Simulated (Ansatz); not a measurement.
## Ni: geometry relaxation (part 2 of 2)

Ni (R-3m, 3 atoms in the cell); DFT PBE, scalar-relativistic, plane waves, PAW, spin-polarised (Ansatz 0.2.0); cutoff 420 eV, 9×9×16 k-mesh, Gaussian smearing of 0.1 eV, collinear spins. The structure derives from a Materials Project entry. It belongs to a series of runs on one base structure; here: film's bulk on the substrate's plane, third vector and atoms relaxed.

Geometry of the input (Å; fractional positions):
```
4.1973  0.0000  0.0000
-2.0987  3.6350  0.0000
-1.3991  0.0000  2.0966
Ni 0.3333  0.6667  0.0000
Ni 0.0000  0.0000  0.0000
Ni 0.6667  0.3333  0.0000
```

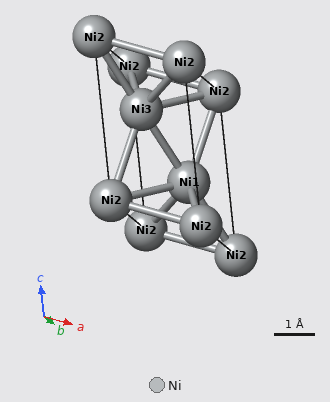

Figure 1. The geometry at step 3 of the log (ball-and-stick view of the reduced cell, seen at an oblique angle; atoms are numbered from 1 in the order of the input).

## Log, continued
```
SCF iter   1: F=—  HF=-17519.109966 eV  |F-HF|=—  |Δ(HF+E_count)|=         —  Δρ=4.04e-5 (↑1.67e-5 ↓4.04e-5)  dr2=4.59e-7  dr2_m=5.78e-8  M=1.870 μB ∫|m|=2.131 μB  β_m=0.65  ethr=1.22e-9  ⟨swp⟩=4.4  Hψ=175456  notcnv=0
preconditioner: auto → none  [metal: Δε(μ)=0.001 eV  Ē_g=9.700 eV  σ=0.100 eV  W_gap=0.01  n_scr=2 (ndim 8)  ℏωp=36.3 eV  f_vac=0.000  D(μ)=5.00/eV (n_scr^D=82)]
SCF iter   2: F=—  HF=-17519.109966 eV  |F-HF|=—  |Δ(HF+E_count)|=   2.87e-7  Δρ=9.75e-6 (↑7.57e-6 ↓9.75e-6)  dr2=2.92e-8  dr2_m=1.60e-9  M=1.870 μB ∫|m|=2.131 μB  β_m=0.52  ethr=8.51e-10  ⟨swp⟩=2.0  Hψ=32794  notcnv=0
SCF iter   3: F=—  HF=-17519.109966 eV  |F-HF|=—  |Δ(HF+E_count)|=   2.09e-7  Δρ=1.20e-5 (↑1.20e-5 ↓7.24e-6)  dr2=4.63e-8  dr2_m=3.99e-9  M=1.870 μB ∫|m|=2.131 μB  β_m=0.45  ethr=5.40e-11  ⟨swp⟩=2.0  Hψ=45096  notcnv=0
SCF iter   4: F=—  HF=-17519.109966 eV  |F-HF|=—  |Δ(HF+E_count)|=   3.30e-8  Δρ=9.53e-6 (↑2.19e-6 ↓9.53e-6)  dr2=1.63e-8  dr2_m=7.23e-9  M=1.870 μB ∫|m|=2.131 μB  β_m=0.72  ethr=5.40e-11  ⟨swp⟩=2.5  Hψ=41283  notcnv=0
SCF iter   5: F=—  HF=-17519.109966 eV  |F-HF|=—  |Δ(HF+E_count)|=   1.42e-7  Δρ=6.40e-6 (↑1.15e-6 ↓6.40e-6)  dr2=7.63e-9  dr2_m=2.87e-9  M=1.870 μB ∫|m|=2.131 μB  β_m=0.86  ethr=3.01e-11  ⟨swp⟩=2.1  Hψ=38325  notcnv=0
SCF iter   6: F=—  HF=-17519.109967 eV  |F-HF|=—  |Δ(HF+E_count)|=   4.12e-8  Δρ=1.21e-6 (↑7.30e-7 ↓1.21e-6)  dr2=5.73e-10  dr2_m=2.66e-11  M=1.869 μB ∫|m|=2.131 μB  β_m=0.85  ethr=1.41e-11  ⟨swp⟩=2.0  Hψ=44210  notcnv=0
SCF iter   7: F=—  HF=-17519.109967 eV  |F-HF|=—  |Δ(HF+E_count)|=  9.46e-11  Δρ=2.63e-7 (↑1.96e-7 ↓2.63e-7)  dr2=3.27e-11  dr2_m=1.34e-12  M=1.869 μB ∫|m|=2.131 μB  β_m=0.93  ethr=1.06e-12  ⟨swp⟩=2.0  Hψ=33157  notcnv=0
SCF iter   8: F=-17519.109967 eV  HF=-17519.109967 eV  |F-HF|=0.00e0  |Δ(HF+E_count)|=    0.00e0  Δρ=4.44e-8 (↑3.22e-8 ↓4.44e-8)  dr2=9.54e-13  dr2_m=2.49e-14  M=1.869 μB ∫|m|=2.131 μB  ethr=1.00e-12  ⟨swp⟩=4.1  Hψ=109901  notcnv=0
SCF 5 converged in 8 iterations: F = -17519.109967 eV  dr2 = 9.54e-13
relax step   5: F+E_penalty+E_count = -17519.10996653 eV  Δ(F+E_penalty+E_count) = +2.266e-4 eV  max|allowed force component| = 5.820e-29 eV/Å  Δτ_max = 0.0000 Å  P = +8.624 GPa  Ω = 31.471 Å³  fix = [a, b, gamma]  reactions: a +10.335, b +15.512 GPa; gamma -2.989 GPa/rad  stress off target by 2.69e-2 GPa on what of the cell is left free  SCF on the basis re-selected at this cell (its energy is not comparable with the rows above)  (8 SCF iters)
```

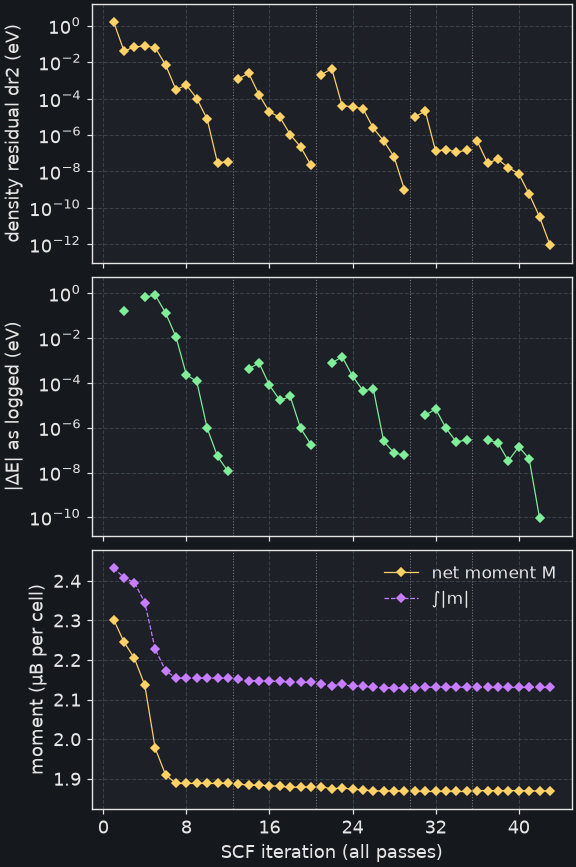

Figure 2. Convergence of the self-consistent field: density residual dr2, size of the energy change and magnetic moment against the SCF iteration. The dotted lines part the SCF passes of the relaxation: geometry steps, rejected trials and re-solves on a re-selected basis. The 5 passes take 6 to 12 iterations each, 43 in all. The net moment goes from 2.3 to 1.9 μB per cell.

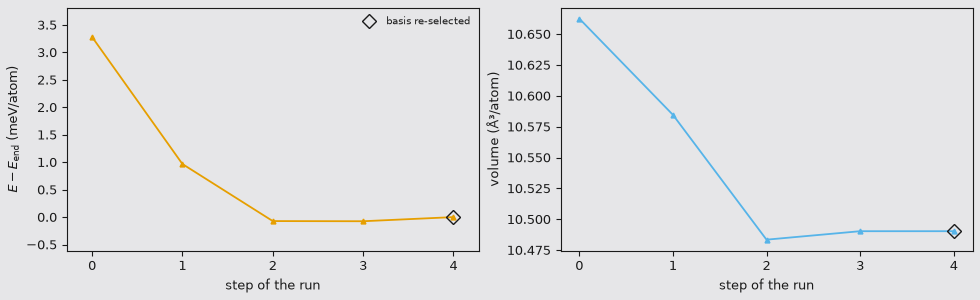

Figure 3. Progress of the relaxation, step by step (the first geometry is step 0 here and step 1 in the log).

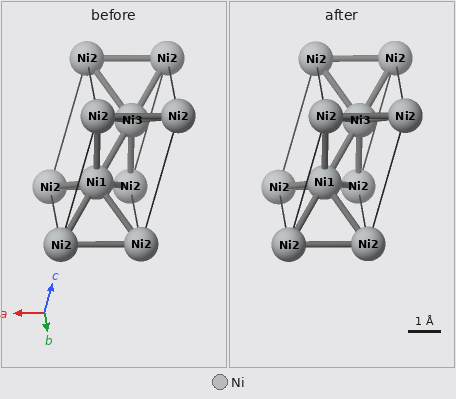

Figure 4. Before (left) and after (right) the relaxation, at one scale (ball-and-stick view of the reduced cell, seen at an oblique angle). After 3 geometry steps the energy has fallen by 3.4 meV per atom. All forces vanish by symmetry, so only the cell relaxes. The pressure goes from 5.31 to 8.62 GPa. No atom moves by more than 0.005 Å relative to the cell. The drawn cell changes as follows: a 2.521 → 2.492 Å (−1.1 %), b 3.497 → 3.477 Å (−0.6 %), c stays at 4.197 Å, α 113.6° → 113.7°, β 106.1° → 106.3°, γ 93.1° → 92.3°; the volume changes by −1.6 %. Among the contacts that change: Ni1–Ni1 2.521 → 2.492 Å. The space group stays R-3m (No. 166). A last SCF at the same geometry on a re-selected plane-wave basis shifts the energy by +0.1 meV per atom. (Atoms are counted from 1 in the order of the input.)

```
basis re-selected at this cell: Δ(F+E_penalty+E_count) = +2.266e-4 eV, ΔP = +0.011 GPa vs the last step (what re-selecting the basis moved, of the pressure what is left beyond the Pulay correction that the steps carried, after the strain that the cell walked since its last selection, with what the two solves' SCF thresholds leave and, on support functions, any second-order correction that the steps lacked; it is no measure of the basis error at this ecutwfc). This SCF's stress stands 2.69e-2 GPa from its target on what of the cell is left free (relax.cell.stress_tol is 1.00e-1 GPa) and its largest allowed force component is 5.82e-29 eV/Å (relax.f_tol is 1.00e-2 eV/Å): within both
SCF converged after 8 iterations
Magnetization: 1.8694 μB (27.9347 up, 26.0653 down)
Absolute magnetization: 2.1333 μB (∫|ρ↑−ρ↓|, with the PAW one-centre terms)
Spin contamination: 0.0201 ħ² per cell (⟨S²⟩ above its minimum at these occupations)
Per-site moments (μB) at R_I (Å): [(0.6618314728948319, 0.999620675735), (0.6618314728948318, 0.999620675735), (0.6618314728948325, 0.999620675735)]
Free energy (F): -17519.109967 eV
Harris-Foulkes:  -17519.109967 eV  (|F-HF|=0.00e0)
Internal energy: -17519.084967 eV  (E = F + TS)
E sigma→0 (E₀):  -17519.097467 eV
Entropy (-TS):   -0.025000 eV (-8.333 meV/atom)
Fermi energy:    19.035791 eV
--- Per-component energies (eV) ---
  E_band       = -811.465091
  E_kinetic    = 848.706111
  E_local      = -10134.611212  (includes V_loc(G=0)·N_el)
  E_nonlocal   = 1905.637330
  E_hartree    = 4235.789190
  E_xc         = -255.570781
  E_vxc        = -329.640782  (∫ρ·V_xc dr)
  E_paw        = -4887.890753  (= ΣΔE_a)
  E_vpaw       = -1573.136581  (= ΣTr[D̂ρ^β])
  E_aug_tail   = 0.001537  (compensation charges beyond the density's cutoff)
  E_ewald      = -9231.146388
  E_smearing   = -0.025000  (= −TS)
  E_closure    = -0.000000  (closes the sum)
  Σ components = -17519.109967   (vs F -17519.109967, Δ=0.00e0)
--- Forces (eV/Å), atoms counted from 1 ---
  atom   1  Ni     0.00000000     0.00000000     0.00000000
  atom   2  Ni     0.00000000     0.00000000     0.00000000
  atom   3  Ni    -0.00000000    -0.00000000     0.00000000
  max |Σ_I F_I| component: 1.89e-29 eV/Å
--- Stress (GPa, compression-positive) ---
       12.918536       0.000000       0.003785
        0.000000      12.928011      -0.000000
        0.003785      -0.000000       0.026818
  P = ⅓ Tr σ = 8.6245 GPa (86.245 kbar)
--- Band table (eV; the first three rows and the last of 730) ---
  k-point 0 ↑: bands = ["-84.7010", "-84.6490", "-84.6490", "-45.1368", "-45.1368", "-45.1206", "-45.1206", "-44.9762", "-44.9762", "-44.9540", "-44.9539", "-44.9113", "9.6500", "15.2272", "15.2272", "15.4284", "15.4284", "16.2455", "16.2455", "16.2881", "16.5555", "16.5559", "17.5311", "17.5311", "17.7519", "17.7530", "18.0934", "18.0934", "24.1662", "24.1662", "26.7570", "26.7570", "29.8905", "29.8905"]
  k-point 1 ↑: bands = ["-84.6997", "-84.6490", "-84.6490", "-45.1414", "-45.1414", "-45.1153", "-45.1153", "-44.9769", "-44.9769", "-44.9551", "-44.9550", "-44.9199", "9.7979", "15.2617", "15.2617", "15.4273", "15.4273", "16.1929", "16.1929", "16.2537", "16.5792", "16.5795", "17.4769", "17.4769", "17.7470", "17.7479", "18.1782", "18.1782", "24.2007", "24.2007", "26.4866", "26.4866", "30.4669", "30.4669"]
  k-point 2 ↑: bands = ["-84.6962", "-84.6490", "-84.6490", "-45.1466", "-45.1466", "-45.1088", "-45.1088", "-44.9782", "-44.9782", "-44.9581", "-44.9581", "-44.9440", "10.2335", "15.3377", "15.3377", "15.4200", "15.4200", "16.0900", "16.0900", "16.1634", "16.6355", "16.6359", "17.4095", "17.4095", "17.7458", "17.7465", "18.2999", "18.2999", "24.2734", "24.2734", "26.0912", "26.0912", "31.7950", "31.7950"]
  k-point 364 ↓: bands = ["-83.8493", "-83.8238", "-83.8238", "-44.3689", "-44.3689", "-44.2299", "-44.1950", "-44.1950", "-44.1699", "-44.1699", "-44.1612", "-44.1377", "11.5944", "14.7365", "14.7365", "16.5237", "16.5237", "16.5471", "17.1326", "17.1326", "17.5686", "17.5686", "17.6037", "17.8588", "17.8848", "18.5684", "19.1740", "19.1740", "20.6389", "20.6389", "27.1188", "27.1188", "37.2857", "37.2857"]
--- Relaxed structure (4 steps of the walk, 4 accepted, 1 SCFs on fresh bases) ---
  F+E_penalty+E_count = -17519.10996653 eV   max|allowed force component| = 5.820e-29 eV/Å   (the final SCF, on the basis selected at the relaxed cell)
  cell:  # Å, volume = 31.4709 Å³
    - [4.197318216670484, -2.886759685182113e-11, 0.0008358717168260978]
    - [-2.098659108310242, 3.6349842754144337, -0.0004179358584130836]
    - [-1.3986885528277473, 9.619640409674159e-12, 2.062418298783541]
  atoms:
    - { symbol: Ni, position: [0.3333333333333333, 0.6666666666666666, 4.848953865626349e-21] }
    - { symbol: Ni, position: [-2.6580172030047266e-38, -4.466813598642362e-55, -7.974051608824202e-38] }
    - { symbol: Ni, position: [0.6666666666666666, 0.33333333333333337, -2.710505431213761e-20] }
--- Löwdin populations: 3 sites ---
  site symbol       q [e]    m [muB]
     0     Ni     17.7799     0.6525
     1     Ni     17.7799     0.6525
     2     Ni     17.7799     0.6525
  spilling = 0.012229 (of n_electrons = 54.000000)
```

## File populations.tsv
```
# site	symbol	l	j	q_up	q_dn
# orbitals = lowdin
# n_electrons = 54.000000
# spilling = 0.012229
0	Ni	0_3S	-	0.997771	0.997847
0	Ni	0_4S	-	0.470107	0.482160
0	Ni	1_3P	-	2.998990	2.998959
0	Ni	2_3D	-	4.749347	4.084704
1	Ni	0_3S	-	0.997771	0.997847
1	Ni	0_4S	-	0.470107	0.482160
1	Ni	1_3P	-	2.998990	2.998959
1	Ni	2_3D	-	4.749347	4.084704
2	Ni	0_3S	-	0.997771	0.997847
2	Ni	0_4S	-	0.470107	0.482160
2	Ni	1_3P	-	2.998990	2.998959
2	Ni	2_3D	-	4.749347	4.084704
```

## Trajectory as extended XYZ (Å, eV, eV/Å), 5 frames, from step=1 to step=5
```
3
Lattice="4.1973 0.0000 0.0000 -2.0987 3.6350 0.0000 -1.3991 0.0000 2.0966" Properties=species:S:1:pos:R:3:forces:R:3 step=1 energy=-17519.10013 pressure_GPa=5.31
Ni    0.0000    2.4233    0.0000    0.0000   0.0000   0.0000
Ni    0.0000    0.0000    0.0000    0.0000   0.0000   0.0000
Ni    2.0987    1.2117    0.0000    0.0000   0.0000   0.0000
3
Lattice="4.1973 0.0000 0.0001 -2.0987 3.6350 -0.0000 -1.3991 0.0000 2.0812" Properties=species:S:1:pos:R:3:forces:R:3 step=2 energy=-17519.10707 pressure_GPa=6.75
Ni    0.0000    2.4233    0.0000    0.0000   0.0000   0.0000
Ni    0.0000    0.0000    0.0000    0.0000   0.0000   0.0000
Ni    2.0987    1.2117    0.0000    0.0000   0.0000   0.0000
3
Lattice="4.1973 0.0000 0.0007 -2.0987 3.6350 -0.0003 -1.3988 0.0000 2.0611" Properties=species:S:1:pos:R:3:forces:R:3 step=3 energy=-17519.11018 pressure_GPa=8.75
Ni    0.0000    2.4233    0.0000    0.0000   0.0000   0.0000
Ni    0.0000    0.0000    0.0000    0.0000   0.0000   0.0000
Ni    2.0987    1.2117    0.0003    0.0000   0.0000   0.0000
3
Lattice="4.1973 0.0000 0.0008 -2.0987 3.6350 -0.0004 -1.3987 0.0000 2.0624" Properties=species:S:1:pos:R:3:forces:R:3 step=4 energy=-17519.11019 pressure_GPa=8.61
Ni    0.0000    2.4233    0.0000    0.0000   0.0000   0.0000
Ni    0.0000    0.0000    0.0000    0.0000   0.0000   0.0000
Ni    2.0987    1.2117    0.0004    0.0000   0.0000   0.0000
3
Lattice="4.1973 0.0000 0.0008 -2.0987 3.6350 -0.0004 -1.3987 0.0000 2.0624" Properties=species:S:1:pos:R:3:forces:R:3 step=5 energy=-17519.10997 pressure_GPa=8.62
Ni    0.0000    2.4233    0.0000    0.0000   0.0000   0.0000
Ni    0.0000    0.0000    0.0000    0.0000   0.0000   0.0000
Ni    2.0987    1.2117    0.0004    0.0000   0.0000   0.0000
```

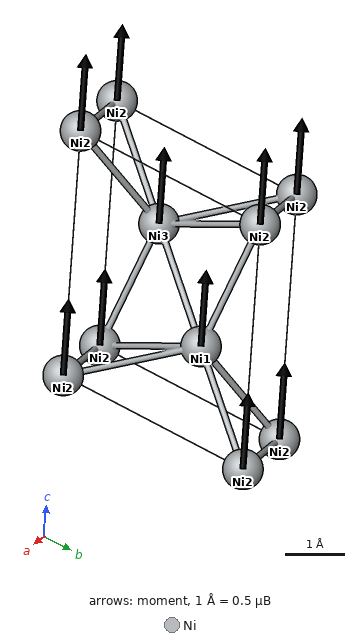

Figure 5. Magnetic moments of the sites as black arrows (ball-and-stick view of the reduced cell, seen slightly off an axis; atoms are numbered from 1 in the order of the input); small moments hardly show. The run is collinear, so the axis drawn is arbitrary. Site moments: all 3 Ni atoms (0.66 μB). They are counted near the atoms and needn't add up to the moment of the cell.

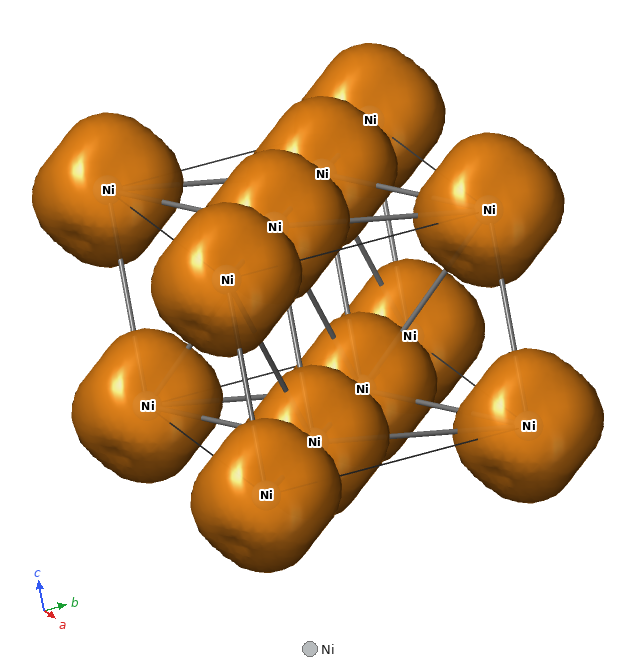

Figure 6. Isosurfaces of the spin density at +0.04 (orange) and −0.04 e/Å³ (purple), seen slightly off an axis. Sticks mark near contacts. The outline is the calculation cell. The cell of the calculation (3 atoms) carries 1.9 μB net. Only one sign reaches the isovalue. The fields are those of the smooth PAW valence density.

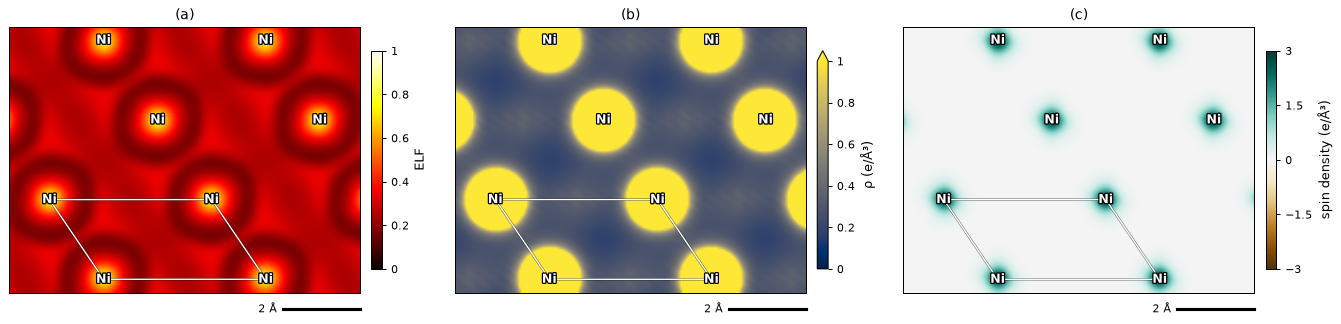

Figure 7. (a) ELF; (b) valence pseudo-density; (c) magnetisation density (up minus down) on the (010) plane of the calculation cell. The section cuts through Ni sites. Ni–Ni (2.49 Å): the density is about 0.32 e/Å³ at the midpoint; the ELF is about 0.25 at the midpoint; no localised pair between them. Away from the nuclei the density in this plane falls to 0.18 e/Å³ at its lowest. The strong features right at Ni lie inside the PAW spheres (semicore, d or f shells) and say nothing about bonding. The cell of the calculation (3 atoms) carries 1.9 μB net.

## Results in brief

- outcome: converged
- space group (tolerance 0.01 Å): R-3m (166)
- electrons treated: 54
- free energy: −17519.1100 eV
- Fermi energy: 19.036 eV
- gap on the k-point mesh: none (metallic)
- net moment of the cell: 1.87 μB
- integrated absolute moment: 2.13 μB
- pressure: 8.62 GPa
- final volume: 31.47 Å³
- largest force (length of the vector) at the end: under 0.001 eV/Å
- final cell: a = 4.197 Å, b = 4.197 Å, c = 2.492 Å, α = 73.71°, β = 124.13°, γ = 120.00°
- hardware: 4 threads of Intel Xeon (Sapphire Rapids), 192 GiB of memory available, shared host
- wall time: 98 s (CPU time 5.7 min)
- peak memory: 0.93 GiB
